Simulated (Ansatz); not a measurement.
## Single-point calculation of LiNbO3 (part 2 of 2)

The same run, continued: LiNbO3 (slab, 30 atoms in the cell); DFT PBEsol, scalar-relativistic, plane waves, PAW, no spin polarisation (Ansatz 0.2.0); cutoff 420 eV, 6×6×1 k-mesh, Gaussian smearing of 0.05 eV. The structure derives from an entry of the Crystallography Open Database. It belongs to a series of runs on one base structure; here: (1 0 1) slab cut from the bulk.

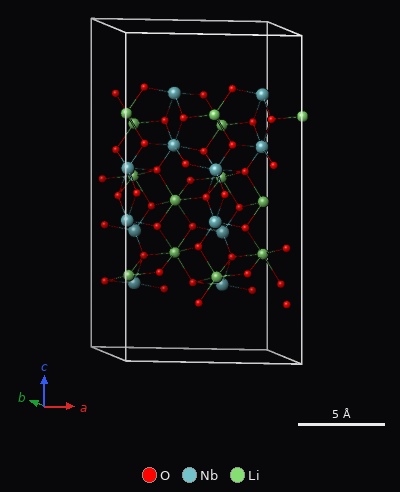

Figure 1. The structure (ball-and-stick view of the 2 × 1 repeat of the cell, with the vacuum cut short, seen slightly off an axis). An atom can appear more than once, as a periodic image.

### Log, continued
```
SCF iter   1: F=—  HF=-38307.957523 eV  |F-HF|=—  |Δ(HF+E_count)|=         —  Δρ=1.28e-2  dr2=1.08e0  ethr=1.77e-3  p=0.000 e·Å  D=1.60e-11 V/Å  ΔV_dip=-0.00 eV  dr2_dipole=1.93e-9  V_vac-E_F(+/−)=4.11/4.11 eV  ⟨swp⟩=7.2  Hψ=10366  notcnv=0  defer=160
efield: sawtooth ramp at fractional position 0.9800 (placed from the atoms, in the widest stretch of the axis that holds none; the zero of the levels goes with the place), width 0.0400; the density the first Hamiltonian is built on has a dipole p = 0.000 e·Å; the dipole correction subtracts the counter field D = 1.60e-11 V/Å, which shifts the + side's vacuum level by -0.00 eV against the − side's; the planar-averaged density in the ramp window peaks in size at 3.5e-6 e/Å³
preconditioner: auto → Resta (q_TF=auto, 2.217 Å⁻¹)  ε∞=3.6  [insulator: Δε(μ)=1.407 eV  Ē_g=10.396 eV  σ=0.050 eV  W_gap=1.00  n_scr=108 (ndim 8)  ℏωp=16.7 eV  f_vac=0.488  D(μ)=0.00/eV (n_scr^D=0)  ε∞_Penn≈3.6  vacuum switching on, ρ_ref=7.8e-3 e/Å³]
SCF iter   2: F=—  HF=-38307.834837 eV  |F-HF|=—  |Δ(HF+E_count)|=   1.23e-1  Δρ=7.79e-3  dr2=5.49e-1  ethr=5.30e-4  p=0.000 e·Å  D=3.78e-6 V/Å  ΔV_dip=-0.00 eV  dr2_dipole=1.92e-9  V_vac-E_F(+/−)=4.25/4.25 eV  ⟨swp⟩=2.2  Hψ=4389  notcnv=0  defer=500
SCF iter   3: F=—  HF=-38307.753012 eV  |F-HF|=—  |Δ(HF+E_count)|=   8.18e-2  Δρ=2.67e-3  dr2=4.38e-2  ethr=2.69e-4  p=0.000 e·Å  D=1.59e-6 V/Å  ΔV_dip=-0.00 eV  dr2_dipole=3.44e-11  V_vac-E_F(+/−)=4.21/4.21 eV  ⟨swp⟩=2.1  Hψ=3322  notcnv=0  defer=500
SCF iter   4: F=—  HF=-38307.749465 eV  |F-HF|=—  |Δ(HF+E_count)|=   3.55e-3  Δρ=1.41e-3  dr2=1.70e-2  ethr=2.15e-5  p=0.000 e·Å  D=4.69e-7 V/Å  ΔV_dip=-0.00 eV  dr2_dipole=7.87e-12  V_vac-E_F(+/−)=4.26/4.26 eV  ⟨swp⟩=2.0  Hψ=3367  notcnv=0  defer=500
SCF iter   5: F=—  HF=-38307.747954 eV  |F-HF|=—  |Δ(HF+E_count)|=   1.51e-3  Δρ=4.84e-4  dr2=1.53e-3  ethr=8.35e-6  p=-0.000 e·Å  D=-7.26e-8 V/Å  ΔV_dip=0.00 eV  dr2_dipole=5.69e-16  V_vac-E_F(+/−)=4.27/4.27 eV  ⟨swp⟩=2.0  Hψ=2586  notcnv=0  defer=500
SCF iter   6: F=—  HF=-38307.748122 eV  |F-HF|=—  |Δ(HF+E_count)|=   1.68e-4  Δρ=2.93e-4  dr2=6.50e-4  ethr=7.50e-7  p=-0.000 e·Å  D=-1.70e-7 V/Å  ΔV_dip=0.00 eV  dr2_dipole=6.39e-14  V_vac-E_F(+/−)=4.28/4.28 eV  ⟨swp⟩=2.0  Hψ=4200  notcnv=0  defer=500
SCF iter   7: F=—  HF=-38307.748160 eV  |F-HF|=—  |Δ(HF+E_count)|=   3.81e-5  Δρ=7.12e-5  dr2=3.80e-5  ethr=3.19e-7  p=-0.000 e·Å  D=-1.84e-7 V/Å  ΔV_dip=0.00 eV  dr2_dipole=1.73e-13  V_vac-E_F(+/−)=4.28/4.28 eV  ⟨swp⟩=2.0  Hψ=3298  notcnv=0  defer=500
SCF iter   8: F=—  HF=-38307.749027 eV  |F-HF|=—  |Δ(HF+E_count)|=   8.67e-4  Δρ=4.16e-5  dr2=1.11e-5  ethr=1.86e-8  p=-0.000 e·Å  D=-2.51e-7 V/Å  ΔV_dip=0.00 eV  dr2_dipole=3.29e-12  V_vac-E_F(+/−)=4.28/4.28 eV  ⟨swp⟩=2.0  Hψ=3218  notcnv=0  defer=500
SCF iter   9: F=—  HF=-38307.749034 eV  |F-HF|=—  |Δ(HF+E_count)|=   7.71e-6  Δρ=1.70e-5  dr2=2.81e-6  ethr=5.46e-9  p=0.000 e·Å  D=1.48e-8 V/Å  ΔV_dip=-0.00 eV  dr2_dipole=7.67e-14  V_vac-E_F(+/−)=4.28/4.28 eV  ⟨swp⟩=2.0  Hψ=3444  notcnv=0  defer=500
SCF iter  10: F=—  HF=-38307.749035 eV  |F-HF|=—  |Δ(HF+E_count)|=   3.29e-7  Δρ=5.37e-6  dr2=2.15e-7  ethr=1.38e-9  p=0.000 e·Å  D=8.63e-8 V/Å  ΔV_dip=-0.00 eV  dr2_dipole=6.91e-14  V_vac-E_F(+/−)=4.28/4.28 eV  ⟨swp⟩=2.0  Hψ=3154  notcnv=0  defer=500
SCF iter  11: F=-38307.749035 eV  HF=-38307.749035 eV  |F-HF|=1.50e-8  |Δ(HF+E_count)|=   2.19e-7  Δρ=2.87e-6  dr2=6.48e-8  ethr=4.90e-11  p=0.000 e·Å  D=3.32e-8 V/Å  ΔV_dip=-0.00 eV  dr2_dipole=1.44e-14  V_vac-E_F(+/−)=4.28/4.28 eV  ⟨swp⟩=19.9  Hψ=21533  notcnv=0
SCF 1 converged in 11 iterations: F = -38307.749035 eV  dr2 = 6.48e-8
  greatest PAW one-centre occupation: 1.000 electrons in one spin orbital (limit 2), on the Li atom at site 16 (counted from 0), in its partial waves of l = 0
WARN: The output density's exchange-correlation potential varies sharply where the density is thin. Do not read a vacuum level from v_tot or v_xc, or from such a field of the output density. On a cell that repeats whose density bears no net charge and no dipole along the vacuum's axis use v_es (v_loc + v_h of the components); under efield.dipole_correction with no amplitude use v_es + v_field, which holds any external_charges[].barrier, or the levels of the report's work_function block, which leave it out; under a non-zero efield.amplitude the vacuum is tilted and has no level; on a cell that repeats and bears such a dipole with no correction it is tilted too, and efield.dipole_correction with no amplitude gives each side of its ramp a level where efield: is served; in a cell that repeats whose density bears a net charge (total_charge, or a fill off its count) it is curved and has none; of a slab under crystal.periodic whose density bears no net charge use v_es, which has a level on each side, short of where the two are joined; of another it falls or rises all the way out and has none; of a slab beside external_charges read slab_vacuum_level instead, which it has where they leave it neutral. The grid or the basis barely resolves most such structure, and the values can differ between equally converged runs; as a rule a tighter scf.convergence.dr2_threshold does not remove it. Where the density itself ripples (under the LDA too) a higher basis.ecutwfc lessens it. The files hold the spikes' plane waves up to the density's cutoff. Files: v_tot_of_output_density and the like, and their columns of v_z.tsv (output.write_potential); v_xc_of_output_density and the like, and their columns of v_comp_z.tsv (output.write_potential_components). Measured: with its Gaussian average of σ = 0.25 Å subtracted twice, the exchange-correlation potential is over 0.1 eV at 517 of the grid points where the equally averaged density (valence and model cores) is under 1e-3 e/Å³, and 0.264 eV at the most among them, at an averaged density of 3.5e-7 e/Å³. The input density's (outcome.potential() and, of a run that writes arrays, v_tot and v_xc) is over 0.1 eV, so measured, at 76 points of its own thin density, 0.268 eV at the most. See output.write_potential in the manual, Limitations
SCF converged after 11 iterations
Free energy (F): -38307.749035 eV
Harris-Foulkes:  -38307.749035 eV  (|F-HF|=1.50e-8)
Internal energy: -38307.749035 eV  (E = F + TS)
E sigma→0 (E₀):  -38307.749035 eV
Fermi energy:    1.858583 eV
Dipole field:    D = 0.000000 V/Å  (p = 0.000000 e·Å, saw-weighted, corrected)
Work function:   Φ+ = 4.2843 eV   Φ− = 4.2843 eV
Levels:          The Fermi level and band energies are counted from a zero that moves with the ramp; work functions are not
--- Per-component energies (eV) ---
  E_band       = -3089.741536
  E_kinetic    = 5613.804638
  E_local      = -198828.214928  (includes V_loc(G=0)·N_el)
  E_nonlocal   = 1372.725143
  E_hartree    = 96564.112500
  E_xc         = -2412.828005
  E_vxc        = -3027.284959  (∫ρ·V_xc dr)
  E_paw        = -20952.744046  (= ΣΔE_a)
  E_vpaw       = -1349.071777  (= ΣTr[D̂ρ^β])
  E_aug_tail   = 0.043713  (compensation charges beyond the density's cutoff)
  E_efield     = 0.000000  (sawtooth field / dipole correction)
  E_vefield    = 0.000000  (∫n·V_field dr)
  E_ewald      = 80333.584515
  E_core_change = 1.767436  (= ΣΔE_core)
  E_smearing   = -0.000000  (= −TS)
  E_closure    = -0.000000  (closes the sum)
  Σ components = -38307.749035   (vs F -38307.749035, Δ=0.00e0)
--- Forces (eV/Å), atoms counted from 1 ---
  atom   1  O     -2.78734626    -1.43937595     0.18381470
  atom   2  Nb    -0.85080332    -0.47948145     3.81772438
  atom   3  O      3.74367934     1.91545212    -1.17816442
  atom   4  Li    -0.79101243    -0.26212893     0.07594546
  atom   5  O      0.23380722    -0.28976595    -1.12712321
  atom   6  O      0.18984658     0.28052577    -1.42887677
  atom   7  Li     0.31835087     0.15702551    -0.51675915
  atom   8  O      0.03734879    -0.10760421     0.26360220
  atom   9  Nb    -0.05847156     0.28588006     0.11584684
  atom  10  O      0.10247330     0.06945876     0.11099028
  atom  11  O      0.11271254    -0.02657685    -0.12116053
  atom  12  Nb    -0.11084447    -0.02305603    -0.17137555
  atom  13  O     -0.14016159    -0.08192769    -0.06076008
  atom  14  Li     0.02442301     0.00264892    -0.00536469
  atom  15  O     -0.00024571     0.01640481     0.00425149
  atom  16  O      0.00024532    -0.01640426    -0.00424946
  atom  17  Li    -0.02442358    -0.00264876     0.00536398
  atom  18  O      0.14016220     0.08192743     0.06076201
  atom  19  Nb     0.11084444     0.02305531     0.17137103
  atom  20  O     -0.11271253     0.02657742     0.12116137
  atom  21  O     -0.10247219    -0.06945822    -0.11098985
  atom  22  Nb     0.05847078    -0.28588087    -0.11584947
  atom  23  O     -0.03734796     0.10760388    -0.26360058
  atom  24  Li    -0.31835496    -0.15702653     0.51676338
  atom  25  O     -0.18984617    -0.28052467     1.42887781
  atom  26  O     -0.23380724     0.28976529     1.12712314
  atom  27  Li     0.79101643     0.26212745    -0.07594576
  atom  28  O     -3.74367455    -1.91544610     1.17815804
  atom  29  Nb     0.85079718     0.47947970    -3.81772667
  atom  30  O      2.78734763     1.43937445    -0.18381603
  max |Σ_I F_I| component: 6.08e-6 eV/Å
--- Stress (GPa, compression-positive) ---
       -6.015739      -2.897862       1.146127
       -2.897861      -2.189413       0.763102
        1.146127       0.763102      -2.378943
  P = ⅓ Tr σ = -3.5280 GPa (-35.280 kbar)
--- Band table (eV; the first three rows and the last of 20) ---
  k-point 0: bands = ["-54.6021", "-54.6000", "-54.5211", "-54.5201", "-54.4989", "-54.4720", "-42.5801", "-42.5727", "-42.3372", "-42.3372", "-42.1302", "-42.1302", "-31.1895", "-31.1727", "-31.1657", "-31.1602", "-31.0648", "-30.8779", "-30.8562", "-30.8068", "-30.7840", "-30.7577", "-30.7220", "-30.6866", "-30.6452", "-30.6399", "-30.6170", "-30.5946", "-30.3324", "-30.3324", "-17.4792", "-17.2686", "-16.8857", "-16.6736", "-16.6687", "-16.6421", "-16.5619", "-16.4473", "-16.3861", "-16.1517", "-16.0901", "-16.0464", "-15.9343", "-15.7683", "-14.8629", "-14.8629", "-13.5698", "-13.5697", "-4.9799", "-4.8813", "-4.7471", "-4.6999", "-4.5942", "-4.5254", "-4.2892", "-4.2642", "-4.2596", "-4.1497", "-3.9584", "-3.8887", "-3.7535", "-3.6421", "-3.5960", "-3.5742", "-3.2883", "-3.2388", "-3.1917", "-2.9335", "-2.8416", "-2.7152", "-2.6995", "-2.4745", "-2.3635", "-2.3423", "-2.2822", "-2.1088", "-1.9873", "-1.8407", "-1.7076", "-1.6060", "-1.5110", "-1.3987", "-1.3941", "-1.3764", "-1.3228", "-1.2274", "-1.2250", "-1.1907", "-1.1524", "-1.0140", "-0.9891", "-0.9720", "-0.7937", "-0.7695", "-0.6382", "-0.6230", "0.1574", "0.1632", "0.8733", "0.8735", "1.1170", "1.1217", "2.5805", "2.5846", "3.3458", "3.3992", "3.5089", "3.5323", "3.7669", "3.9786", "4.0419", "4.0545", "4.0824", "4.1546", "4.1549", "4.2839", "4.2962", "4.3133", "4.3677", "4.4158", "4.5930", "4.6339", "5.0020", "5.0030", "6.0768", "6.3933", "6.6590", "6.8072", "7.0964", "7.3392", "7.3980", "7.5530"]
  k-point 1: bands = ["-54.6021", "-54.5999", "-54.5211", "-54.5201", "-54.4990", "-54.4720", "-42.5801", "-42.5727", "-42.3372", "-42.3372", "-42.1302", "-42.1302", "-31.1900", "-31.1731", "-31.1660", "-31.1603", "-31.0648", "-30.8783", "-30.8563", "-30.8092", "-30.7860", "-30.7572", "-30.7218", "-30.6857", "-30.6440", "-30.6395", "-30.6159", "-30.5939", "-30.3325", "-30.3325", "-17.4345", "-17.2324", "-16.8677", "-16.7005", "-16.6813", "-16.6250", "-16.5611", "-16.4252", "-16.3780", "-16.1803", "-16.1329", "-16.0574", "-15.9439", "-15.7927", "-14.8489", "-14.8489", "-13.5872", "-13.5871", "-4.9027", "-4.8447", "-4.7443", "-4.6363", "-4.5888", "-4.5666", "-4.3278", "-4.2740", "-4.1829", "-4.1569", "-3.9359", "-3.8123", "-3.7807", "-3.7010", "-3.6231", "-3.5249", "-3.2564", "-3.2195", "-3.1722", "-2.9431", "-2.7750", "-2.7483", "-2.5975", "-2.5367", "-2.3767", "-2.3428", "-2.2827", "-2.1319", "-2.0463", "-1.9020", "-1.7744", "-1.7044", "-1.5373", "-1.5167", "-1.4300", "-1.4265", "-1.3919", "-1.2771", "-1.2588", "-1.1956", "-1.1211", "-1.0359", "-0.9999", "-0.9063", "-0.7846", "-0.7586", "-0.6081", "-0.5863", "0.1968", "0.1999", "0.8207", "0.8226", "1.0813", "1.0845", "2.5900", "2.6016", "3.3247", "3.3897", "3.5651", "3.5920", "3.8060", "3.9324", "4.0177", "4.0743", "4.1030", "4.1543", "4.1741", "4.2678", "4.3041", "4.3190", "4.3970", "4.4483", "4.5657", "4.6618", "5.0406", "5.0429", "6.2341", "6.5268", "6.9008", "6.9288", "7.1255", "7.3431", "7.4401", "7.4735"]
  k-point 2: bands = ["-54.6020", "-54.5998", "-54.5210", "-54.5201", "-54.4991", "-54.4721", "-42.5801", "-42.5728", "-42.3373", "-42.3373", "-42.1302", "-42.1302", "-31.1910", "-31.1740", "-31.1666", "-31.1605", "-31.0648", "-30.8793", "-30.8563", "-30.8137", "-30.7898", "-30.7566", "-30.7214", "-30.6841", "-30.6416", "-30.6388", "-30.6137", "-30.5925", "-30.3327", "-30.3327", "-17.3300", "-17.1543", "-16.8284", "-16.7351", "-16.7065", "-16.5917", "-16.5708", "-16.3913", "-16.3623", "-16.2685", "-16.2248", "-16.0603", "-15.9631", "-15.8434", "-14.8197", "-14.8197", "-13.6231", "-13.6231", "-5.0102", "-4.7344", "-4.6946", "-4.5543", "-4.4386", "-4.4296", "-4.3244", "-4.2756", "-4.1873", "-4.0511", "-3.9557", "-3.8533", "-3.7566", "-3.6922", "-3.5570", "-3.4533", "-3.2981", "-3.2093", "-3.1295", "-2.9065", "-2.7378", "-2.7048", "-2.6629", "-2.6238", "-2.4483", "-2.3221", "-2.2506", "-2.1832", "-2.1507", "-2.0469", "-2.0039", "-1.9426", "-1.6583", "-1.5953", "-1.5098", "-1.4715", "-1.3920", "-1.3409", "-1.2863", "-1.1799", "-1.0979", "-1.0331", "-1.0177", "-0.8440", "-0.7964", "-0.7688", "-0.5530", "-0.5372", "0.2773", "0.2844", "0.6975", "0.7005", "1.0324", "1.0340", "2.6164", "2.6309", "3.3054", "3.3829", "3.6434", "3.6651", "3.8649", "3.8841", "4.0056", "4.0614", "4.1047", "4.1279", "4.2223", "4.2674", "4.2954", "4.3424", "4.4432", "4.5070", "4.5814", "4.6670", "5.1620", "5.1658", "6.6481", "6.8109", "7.1229", "7.1486", "7.2868", "7.4905", "7.5200", "7.6272"]
  k-point 19: bands = ["-54.5927", "-54.5927", "-54.5194", "-54.5194", "-54.5102", "-54.4801", "-42.5765", "-42.5764", "-42.3372", "-42.3372", "-42.1303", "-42.1303", "-31.2139", "-31.2079", "-31.1852", "-31.0617", "-30.9742", "-30.9627", "-30.8605", "-30.8047", "-30.7906", "-30.7598", "-30.7469", "-30.7118", "-30.6440", "-30.6382", "-30.6178", "-30.5699", "-30.3337", "-30.3336", "-17.0170", "-16.9396", "-16.8923", "-16.8700", "-16.7294", "-16.7211", "-16.6077", "-16.5250", "-16.5124", "-16.3084", "-16.0773", "-16.0184", "-16.0135", "-15.7483", "-14.7707", "-14.7707", "-13.6698", "-13.6698", "-5.0998", "-5.0485", "-4.7586", "-4.6913", "-4.6657", "-4.6349", "-4.4004", "-4.3549", "-4.2722", "-4.1249", "-4.0200", "-3.9435", "-3.6414", "-3.6269", "-3.5493", "-3.2816", "-3.2514", "-3.0833", "-3.0046", "-2.8686", "-2.8190", "-2.6913", "-2.6271", "-2.4822", "-2.3918", "-2.2793", "-2.2269", "-2.1312", "-2.1287", "-1.9746", "-1.7790", "-1.6930", "-1.6213", "-1.5464", "-1.5223", "-1.4566", "-1.2428", "-1.1774", "-1.1688", "-1.1346", "-1.1004", "-1.0575", "-0.9991", "-0.9986", "-0.6085", "-0.5769", "-0.5503", "-0.5043", "0.1243", "0.1308", "0.5950", "0.5982", "1.0866", "1.0875", "2.6360", "2.6382", "3.1989", "3.2873", "3.3785", "3.5073", "3.6014", "3.7154", "3.8112", "3.8219", "4.0538", "4.0851", "4.0871", "4.2042", "4.6205", "4.6220", "4.6507", "4.6806", "4.7182", "4.7287", "5.0213", "5.0327", "6.8033", "7.0415", "7.1755", "7.2452", "7.4475", "7.5481", "7.6737", "7.6830"]
```

### Key numbers

| quantity | value |
| --- | --- |
| outcome | converged |
| electrons treated | 204 |
| free energy | −38307.7490 eV |
| work function, top face | 4.28 eV |
| work function, bottom face | 4.28 eV |
| Fermi energy | 1.859 eV |
| gap on the k-point mesh | 1.45 eV |
| work function (upper face) | 4.28 eV |
| largest force (length of the vector) | 4.367 eV/Å |
| hardware | 4 threads of Intel Xeon (Sapphire Rapids), 32 GiB of memory available, shared host |
| wall time | 59 s (CPU time 3.8 min) |
| peak memory | 2.8 GiB |

### Remarks

Warnings of the run: the exchange-correlation potential is rough where the density is thin.
